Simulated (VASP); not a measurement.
Re: geometry relaxation (part 1 of 3)

System: Re (P6₃/mmc, 2 atoms in the cell).
Method: Kohn-Sham DFT of a periodic cell, PBEsol, VASP PAW PBE potentials, recommended, no spin polarisation (VASP 6.6.1).

The structure derives from an entry of the Crystallography Open Database.

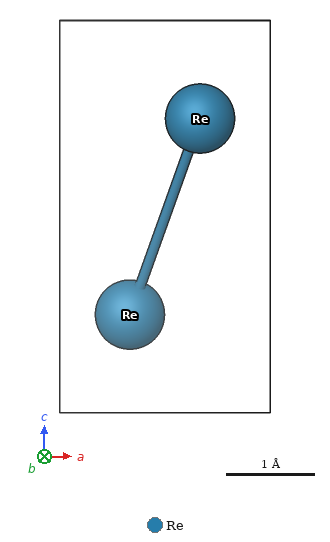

Figure 1. The input geometry (ball-and-stick view of the cell of the calculation, along the b axis). An atom can appear more than once, as a periodic image.

### INCAR
```
PREC     = Accurate       # precision mode
ENCUT    = 600            # plane-wave cutoff, eV
EDIFF    = 1E-6           # SCF threshold, eV
ISMEAR   = 1              # smearing method
SIGMA    = 0.1            # smearing width, eV
LREAL    = False          # projectors in reciprocal space
LASPH    = True           # aspherical terms in the spheres
NELM     = 80             # most SCF steps
ALGO     = Normal         # electronic algorithm
ISIF     = 3              # what is computed and relaxed
LWAVE    = False          # write WAVECAR
LCHARG   = False          # write CHGCAR
GGA      = PS             # functional
IBRION   = 2              # ionic algorithm
NSW      = 90             # ionic steps
EDIFFG   = -0.01          # ionic threshold
```

### KPOINTS
```
Automatic mesh
0
Gamma
  15 15 8
```

### POSCAR
```
Re
1.0
    2.7608000000      0.0000000000      0.0000000000
   -1.3804000000      2.3909229348      0.0000000000
    0.0000000000      0.0000000000      4.4582000000
Re
2
Direct
    0.3333333333      0.6666666667      0.2500000000
    0.6666666667      0.3333333333      0.7500000000
```

Launched with:
```bash
cat potpaw_PBE.64/Re/POTCAR > POTCAR
mpirun -np 1 vasp_std > vasp.out
```

### OSZICAR
```
N       E                     dE             d eps       ncg     rms          rms(c)
DAV:   1     0.339821115824E+02    0.33982E+02   -0.73481E+03  5172   0.171E+03
DAV:   2    -0.201210051243E+02   -0.54103E+02   -0.45917E+02  4568   0.320E+02
DAV:   3    -0.277294575879E+02   -0.76085E+01   -0.60447E+01  4878   0.298E+02
DAV:   4    -0.282428760841E+02   -0.51342E+00   -0.45350E+00  5493   0.362E+01
DAV:   5    -0.282648690694E+02   -0.21993E-01   -0.20066E-01  5123   0.425E+00    0.444E+01
DAV:   6    -0.271205748185E+02    0.11443E+01   -0.11921E+00  5539   0.336E+01    0.181E+01
DAV:   7    -0.267513351912E+02    0.36924E+00   -0.78592E-01  5731   0.263E+01    0.557E-01
DAV:   8    -0.267377569888E+02    0.13578E-01   -0.10659E-02  5798   0.118E+00    0.200E-01
DAV:   9    -0.267370221233E+02    0.73487E-03   -0.43515E-04  5462   0.196E-01    0.382E-02
DAV:  10    -0.267370188057E+02    0.33176E-05   -0.54751E-05  4887   0.774E-02    0.525E-03
DAV:  11    -0.267370184075E+02    0.39819E-06   -0.56745E-07  2819   0.203E-02
   1 F= -.26737018E+02 E0= -.26737285E+02  d E =-.267370E+02
       N       E                     dE             d eps       ncg     rms          rms(c)
DAV:   1    -0.267375884561E+02   -0.56965E-03   -0.12225E+01  2981   0.233E+02    0.110E+01
DAV:   2    -0.266860980240E+02    0.51490E-01   -0.11666E-01  5044   0.118E+01    0.384E+00
DAV:   3    -0.266646786993E+02    0.21419E-01   -0.44900E-02  5000   0.759E+00    0.462E-01
DAV:   4    -0.266644601615E+02    0.21854E-03   -0.11963E-03  5804   0.810E-01    0.280E-01
DAV:   5    -0.266644841839E+02   -0.24022E-04   -0.65890E-04  5727   0.799E-01    0.369E-02
DAV:   6    -0.266644904717E+02   -0.62878E-05   -0.44173E-06  3542   0.815E-02    0.109E-02
DAV:   7    -0.266644906920E+02   -0.22029E-06   -0.41033E-06  3291   0.494E-02
   2 F= -.26664491E+02 E0= -.26664535E+02  d E =0.725277E-01
       N       E                     dE             d eps       ncg     rms          rms(c)
DAV:   1    -0.267917794387E+02   -0.12729E+00   -0.60424E+00  3650   0.150E+02    0.828E+00
DAV:   2    -0.267540614848E+02    0.37718E-01   -0.71790E-02  4769   0.991E+00    0.315E+00
DAV:   3    -0.267411550389E+02    0.12906E-01   -0.31776E-02  5058   0.623E+00    0.322E-01
DAV:   4    -0.267412047061E+02   -0.49667E-04   -0.49379E-04  5728   0.324E-01    0.127E-01
DAV:   5    -0.267412381253E+02   -0.33419E-04   -0.30828E-04  5720   0.491E-01    0.289E-02
DAV:   6    -0.267412436590E+02   -0.55337E-05   -0.20237E-06  3038   0.624E-02    0.894E-03
DAV:   7    -0.267412440110E+02   -0.35205E-06   -0.43889E-06  3291   0.408E-02
   3 F= -.26741244E+02 E0= -.26741492E+02  d E =-.422560E-02
       N       E                     dE             d eps       ncg     rms          rms(c)
DAV:   1    -0.267412474100E+02   -0.37511E-05   -0.15689E-04  3282   0.790E-01    0.380E-02
DAV:   2    -0.267412467219E+02    0.68814E-06   -0.92804E-07  2095   0.549E-02
   4 F= -.26741247E+02 E0= -.26741495E+02  d E =-.422831E-02
       N       E                     dE             d eps       ncg     rms          rms(c)
DAV:   1    -0.267376809585E+02    0.35665E-02   -0.93214E-01  2986   0.622E+01    0.309E+00
DAV:   2    -0.267333210769E+02    0.43599E-02   -0.11227E-02  4939   0.396E+00    0.110E+00
DAV:   3    -0.267314808474E+02    0.18402E-02   -0.40338E-03  4965   0.226E+00    0.131E-01
DAV:   4    -0.267314677208E+02    0.13127E-04   -0.86920E-05  5747   0.202E-01    0.765E-02
DAV:   5    -0.267314705837E+02   -0.28629E-05   -0.57259E-05  5685   0.229E-01    0.116E-02
DAV:   6    -0.267314713332E+02   -0.74953E-06   -0.26987E-07  1935   0.307E-02
   5 F= -.26731471E+02 E0= -.26731665E+02  d E =0.554707E-02
       N       E                     dE             d eps       ncg     rms          rms(c)
DAV:   1    -0.267474174926E+02   -0.15947E-01   -0.82896E-01  3178   0.570E+01    0.296E+00
DAV:   2    -0.267430439433E+02    0.43735E-02   -0.11187E-02  4872   0.407E+00    0.108E+00
DAV:   3    -0.267412530301E+02    0.17909E-02   -0.40949E-03  5003   0.226E+00    0.128E-01
DAV:   4    -0.267412463607E+02    0.66694E-05   -0.68213E-05  5736   0.151E-01    0.641E-02
DAV:   5    -0.267412451056E+02    0.12551E-05   -0.52637E-05  5672   0.213E-01    0.109E-02
DAV:   6    -0.267412457167E+02   -0.61107E-06   -0.23744E-07  1872   0.278E-02
   6 F= -.26741246E+02 E0= -.26741493E+02  d E =-.422731E-02
       N       E                     dE             d eps       ncg     rms          rms(c)
DAV:   1    -0.267417662263E+02   -0.52112E-03   -0.46908E-02  4503   0.817E+00    0.127E-01
DAV:   2    -0.267413755196E+02    0.39071E-03   -0.55683E-04  5453   0.313E-01    0.632E-02
DAV:   3    -0.267412587058E+02    0.11681E-03   -0.26651E-04  5653   0.235E-01    0.889E-03
DAV:   4    -0.267412589732E+02   -0.26744E-06   -0.80523E-06  4512   0.321E-02
   7 F= -.26741259E+02 E0= -.26741495E+02  d E =-.132565E-04
       N       E                     dE             d eps       ncg     rms          rms(c)
DAV:   1    -0.267414790561E+02   -0.22035E-03   -0.11257E-02  4479   0.401E+00    0.612E-02
DAV:   2    -0.267413851547E+02    0.93901E-04   -0.13405E-04  5445   0.155E-01    0.305E-02
DAV:   3    -0.267413575464E+02    0.27608E-04   -0.62394E-05  5601   0.115E-01    0.464E-03
DAV:   4    -0.267413575336E+02    0.12794E-07   -0.86468E-07  2125   0.154E-02
   8 F= -.26741358E+02 E0= -.26741600E+02  d E =-.111817E-03
```

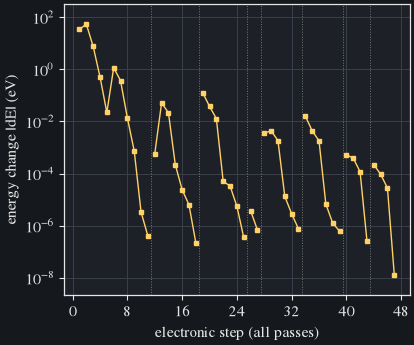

Figure 2. Convergence of the self-consistent field: energy change |dE| against the electronic step. Each stretch between dotted lines is the SCF of one geometry step of a relaxation. The 8 ionic steps take 2 to 11 electronic steps each. The density is held fixed in the first few steps, and dE rises again when its update begins.

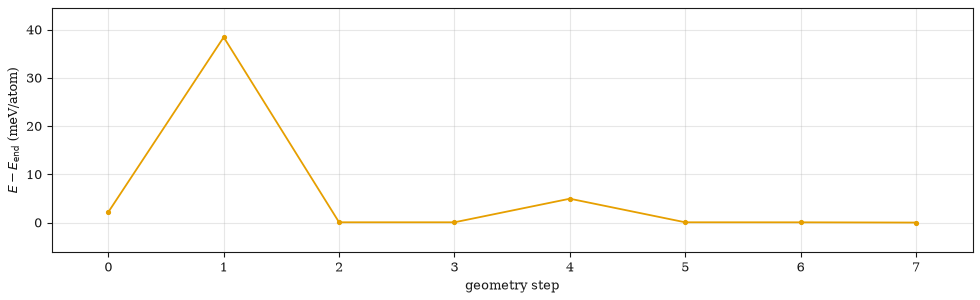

Figure 3. Progress of the relaxation, step by step (steps are counted from 0). The atoms keep their places relative to the cell (all moves are under 0.005 Å). Over 7 geometry steps the energy falls by 2.2 meV per atom. All forces vanish by symmetry, so only the cell relaxes.

### Parts of OUTCAR
```
PREC = Accurate
   ENCUT = 600
   EDIFF = 1E-6
   ISMEAR = 1
   LREAL = False
   LASPH = True
   NELM = 80
   ISIF = 3
   GGA = PS
   IBRION = 2
   NSW = 90
   EDIFFG = -0.01

 ion  position               nearest neighbor table
   1  0.333  0.667  0.250-   2 2.74   2 2.74   2 2.74   2 2.74   2 2.74   2 2.74
   2  0.667  0.333  0.750-   1 2.74   1 2.74   1 2.74   1 2.74   1 2.74   1 2.74

  LATTYP: Found a hexagonal cell.
 ALAT       =     2.7608000000
 C/A-ratio  =     1.6148217908

  Lattice vectors:

 A1 = (   2.7608000000,   0.0000000000,   0.0000000000)
 A2 = (  -1.3804000000,   2.3909229348,   0.0000000000)
 A3 = (   0.0000000000,   0.0000000000,   4.4582000000)

Analysis of symmetry for initial positions (statically):
=====================================================================
 Subroutine PRICEL returns:
 Original cell was already a primitive cell.

 Routine SETGRP: Setting up the symmetry group for a
 hexagonal supercell.

 Subroutine GETGRP returns: Found 24 space group operations
 (whereof 12 operations were pure point group operations)
 out of a pool of 24 trial point group operations.

The static configuration has the point symmetry D_3d.
 The point group associated with its full space group is D_6h.

Analysis of symmetry for dynamics (positions and initial velocities):
=====================================================================
 Subroutine PRICEL returns:
 Original cell was already a primitive cell.

 Routine SETGRP: Setting up the symmetry group for a
 hexagonal supercell.

 Subroutine GETGRP returns: Found 24 space group operations
 (whereof 12 operations were pure point group operations)
 out of a pool of 24 trial point group operations.

The dynamic configuration has the point symmetry D_3d.
 The point group associated with its full space group is D_6h.

 Subroutine INISYM returns: Found 24 space group operations
 (whereof 12 operations are pure point group operations),
 and found     1 'primitive' translations

----------------------------------------------------------------------------------------

                                     Primitive cell

  volume of cell :      29.4280

  direct lattice vectors                    reciprocal lattice vectors
     2.760800000  0.000000000  0.000000000     0.362213851  0.209124264  0.000000000
    -1.380400000  2.390922935  0.000000000     0.000000000  0.418248529  0.000000000
     0.000000000  0.000000000  4.458200000     0.000000000  0.000000000  0.224305774

  length of vectors
     2.760800000  2.760800000  4.458200000     0.418248529  0.418248529  0.224305774

  position of ions in fractional coordinates (direct lattice)
     0.333333333  0.666666667  0.250000000
     0.666666667  0.333333333  0.750000000

  ion indices of the primitive-cell ions
   primitive index   ion index
                 1           1
                 2           2

----------------------------------------------------------------------------------------

 KPOINTS: Automatic mesh

Automatic generation of k-mesh.
 Grid dimensions read from file:
 generate k-points for:   15   15    8

 Generating k-lattice:

  Cartesian coordinates                     Fractional coordinates (reciprocal lattice)
     0.024147590  0.013941618  0.000000000     0.066666667 -0.000000000  0.000000000
     0.000000000  0.027883235  0.000000000     0.000000000  0.066666667  0.000000000
     0.000000000  0.000000000  0.028038222     0.000000000  0.000000000  0.125000000

  Length of vectors
     0.027883235  0.027883235  0.028038222

  Shift w.r.t. Gamma in fractional coordinates (k-lattice)
     0.000000000  0.000000000  0.000000000

 Subroutine IBZKPT returns following result:
 ===========================================

 Found    135 irreducible k-points:

 Following reciprocal coordinates:
            Coordinates               Weight
  0.000000  0.000000  0.000000      1.000000
  0.066667 -0.000000  0.000000      6.000000
  0.133333 -0.000000  0.000000      6.000000
  0.200000 -0.000000  0.000000      6.000000
  0.266667 -0.000000  0.000000      6.000000
  0.333333 -0.000000  0.000000      6.000000
  0.400000  0.000000  0.000000      6.000000
  0.466667 -0.000000  0.000000      6.000000
  0.066667  0.066667  0.000000      6.000000
  0.133333  0.066667  0.000000     12.000000
  0.200000  0.066667  0.000000     12.000000
  0.266667  0.066667  0.000000     12.000000
  0.333333  0.066667  0.000000     12.000000
  0.400000  0.066667  0.000000     12.000000
  0.466667  0.066667  0.000000      6.000000
  0.133333  0.133333  0.000000      6.000000
  0.200000  0.133333  0.000000     12.000000
  0.266667  0.133333  0.000000     12.000000
  0.333333  0.133333  0.000000     12.000000
  0.400000  0.133333  0.000000     12.000000
  0.200000  0.200000  0.000000      6.000000
  0.266667  0.200000  0.000000     12.000000
  0.333333  0.200000  0.000000     12.000000
  0.400000  0.200000  0.000000      6.000000
 [... further k-points ...]
   k-points           NKPTS =    135   k-points in BZ     NKDIM =    135   number of bands    NBANDS=     11
   number of dos      NEDOS =    301   number of ions     NIONS =      2
   total plane-waves  NPLWV =  20736
   dimension x,y,z NGX =    24 NGY =   24 NGZ =   36
   dimension x,y,z NGXF=    48 NGYF=   48 NGZF=   72
   ions per type =               2
   NGX,Y,Z   is equivalent  to a cutoff of  14.45, 14.45, 13.42 a.u.
   NGXF,Y,Z  is equivalent  to a cutoff of  28.90, 28.90, 26.85 a.u.
 SYSTEM =  unknown system
   PREC   = accura    normal or accurate (medium, high low for compatibility)
   ISTART =      0    job   : 0-new  1-cont  2-samecut
   ICHARG =      2    charge: 1-file 2-atom 10-const
   ISPIN  =      1    spin polarized calculation?
   LNONCOLLINEAR =      F non collinear calculations
   LSORBIT =      F    spin-orbit coupling
   LASPH  =      T    aspherical Exc in radial PAW
   ENCUT  =  600.0 eV  44.10 Ry    6.64 a.u.   5.51  5.51  8.90*2*pi/ulx,y,z
   NELM   =     80;   NELMIN=  2; NELMDL= -5     # of ELM steps
   EDIFF  = 0.1E-05   stopping-criterion for ELM
   LREAL  =      F    real-space projection
   EDIFFG = -.1E-01   stopping-criterion for IOM
   NSW    =     90    number of steps for IOM
   IBRION =      2    ionic relax: 0-MD 1-quasi-New 2-CG
   NFREE  =      1    steps in history (QN), initial steepest desc. (CG)
   ISIF   =      3    stress and relaxation
   ISYM   =      2    0-nonsym 1-usesym 2-fastsym
   POTIM  = 0.5000    time-step for ionic-motion
   TEBEG  =    0.0;   TEEND  =   0.0 temperature during run
   PSTRESS=    0.0 pullay stress
   NELECT =      14.0000    total number of electrons
   NUPDOWN=      -1.0000    fix difference up-down
   EMIN   =  10.00;   EMAX   =-10.00  energy-range for DOS
   EFERMI =   0.00;   METHOD = LEGACY
   ISMEAR =     1;   SIGMA  =   0.10  broadening in eV -4-tet -1-fermi 0-gaus
   EFERMI_NEDOS =   21; number of points for ismear=-14 and -15
   IALGO  =     38    algorithm
   IMIX   =      4    mixing-type and parameters
     AMIX     =   0.40;   BMIX     =  1.00
     AMIX_MAG =   1.60;   BMIX_MAG =  1.00
  volume/ion in A,a.u.               =      14.71        99.29
  Fermi-wavevector in a.u.,A,eV,Ry     =   1.278000  2.415070 22.222174  1.633284
  Thomas-Fermi vector in A             =   2.410568
   LORBIT       =      0    0 simple, 1 ext, 2 COOP (PROOUT), +10 PAW based schemes
   GGA     = PS    functional components
   LHFCALC =     F    Hartree Fock is set to
   AEXX    =    0.0000 exact exchange contribution
   IVDW    =     0    specifies the selected vdW correction
   LEPSILON=     F    determine dielectric tensor
   LRPA    =     F    only Hartree local field effects (RPA)
 conjugate gradient relaxation of ions
 non-spin polarized calculation
 Methfessel and Paxton  Order N= 1 SIGMA  =   0.10
  energy-cutoff  :      600.00
  volume of cell :       29.43
 maximum number of plane-waves:      1014
 NGX is ok and might be reduce to    24
   NGX = 11   NGY = 11   NGZ = 17

--------------------------------------- Ionic step        1  -------------------------------------------

 number of electron      14.0000000 magnetization

 Free energy of the ion-electron system (eV)
  ---------------------------------------------------
  ext. energy  EPLUGINS =         0.00000000
  ---------------------------------------------------
  free energy    TOTEN  =       -26.73701841 eV

  energy without entropy =      -26.73781678  energy(sigma->0) =      -26.73728453

------------------------ aborting loop because EDIFF is reached ----------------------------------------

  FORCE on cell =-STRESS in cart. coord.  units (eV):
  Direction    XX          YY          ZZ          XY          YZ          ZX
  --------------------------------------------------------------------------------------
  -------------------------------------------------------------------------------------
  Total       -0.8502046     -0.8502046     -0.5732877      0.0000000      0.0000000     -0.0000000
  in kB      -46.2885897    -46.2885897    -31.2121131      0.0000000      0.0000000     -0.0000000
  external PRESSURE =     -41.2630975 kB  Pullay stress =       0.0000000 kB

 VOLUME and BASIS-vectors are now :
 -----------------------------------------------------------------------------
  energy-cutoff  :      600.00
  volume of cell :       29.43
      direct lattice vectors                 reciprocal lattice vectors
     2.760800000  0.000000000  0.000000000     0.362213851  0.209124264  0.000000000
    -1.380400000  2.390922935  0.000000000     0.000000000  0.418248529  0.000000000
     0.000000000  0.000000000  4.458200000     0.000000000  0.000000000  0.224305774

 POSITION                                       TOTAL-FORCE (eV/Angst)
 -----------------------------------------------------------------------------------
     -0.00000      1.59395      1.11455         0.000000     -0.000000      0.000000
      1.38040      0.79697      3.34365        -0.000000      0.000000      0.000000
 -----------------------------------------------------------------------------------
    total drift:                               -0.000000      0.000000     -0.000000

  FREE ENERGIE OF THE ION-ELECTRON SYSTEM (eV)
  ---------------------------------------------------
  free  energy   TOTEN  =       -26.7370184075 eV

  energy  without entropy=      -26.7378167779  energy(sigma->0) =      -26.73728453

--------------------------------------- Ionic step        2  -------------------------------------------

 number of electron      14.0000001 magnetization

------------------------ aborting loop because EDIFF is reached ----------------------------------------

  FORCE on cell =-STRESS in cart. coord.  units (eV):
  Direction    XX          YY          ZZ          XY          YZ          ZX
  --------------------------------------------------------------------------------------
  -------------------------------------------------------------------------------------
  Total        3.5969901      3.5969901      3.2275656      0.0000000     -0.0000000      0.0000000
  in kB      206.9834168    206.9834168    185.7254367      0.0000000     -0.0000000      0.0000000
  external PRESSURE =     199.8974234 kB  Pullay stress =       0.0000000 kB
```
